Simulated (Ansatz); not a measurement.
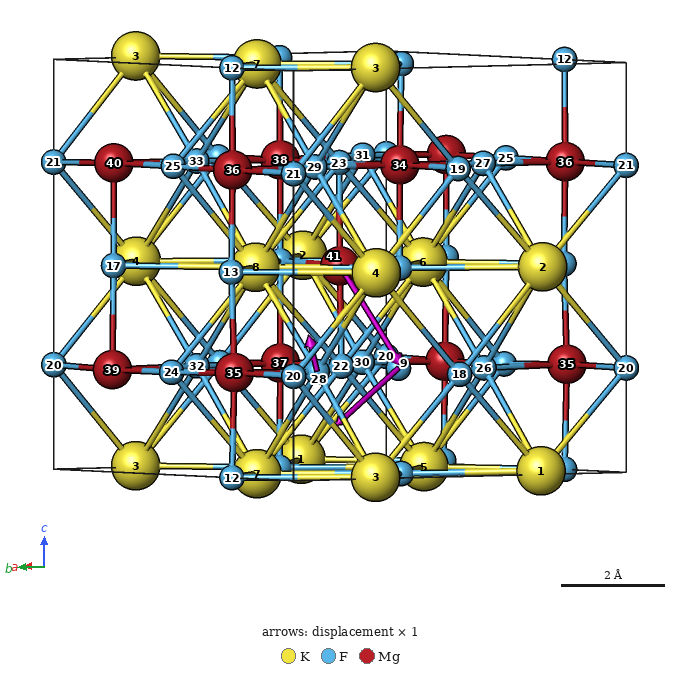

This is a relaxation of a defect cell of composition K₈F₂₅Mg₈. The starting structure is drawn; purple arrows show the displacements, at their true length.

A ball-and-stick model of the cell of the calculation (origin shifted), seen from a free direction.

Level of theory: Ansatz, DFT, PBEsol, PAW, plane waves. Set-up: plane-wave cutoff 420 eV; k-point mesh 1 × 1 × 1; mesh shifted by (0.25, 0.25, 0.25); collinear spin; atoms relaxed in a fixed cell; force threshold 0.03 eV/Å; at most 80 steps.

Atoms of which element are displaced furthest, and by how much?

Magnesium: up to 2.72 Å, against 1.85 Å for fluorine.

Describe the change and its energy.

Over 19 geometry steps the energy falls by 12.786 eV per cell of the calculation. Largest force component: 6.1 eV/Å at the start, 0.012 eV/Å at the end. The largest move is that of a Mg atom, 2.72 Å along [−1 0 −1]. By element the largest moves are Mg 2.72 Å, F 1.85 Å, K 0.25 Å. The lattice vectors keep their values. Near-neighbour distances that change, for instance: F–Mg 4.470 → 1.997 Å, F–Mg 1.995 → 4.461 Å, F–Mg 4.458 → 2.107 Å, K–Mg 2.041 → 3.566 Å. New bonds form: F–K (3.45 → 2.43 Å), F–K (3.48 → 2.42 Å), F–Mg (2.79 → 1.97 Å), F–Mg (3.45 → 2.35 Å). Bonds break: F–Mg (2.00 → 4.46 Å), F–Mg (2.01 → 4.46 Å). Bond angles that change, for instance: Mg–F–Mg 89.4° → 178.1°, Mg–F–Mg 90.6° → 178.6°, K–F–Mg 136.1° → 89.1°.

Limits of the set-up: the periodic images lie only 8.0 Å apart, so the values are limited by the cell's size.
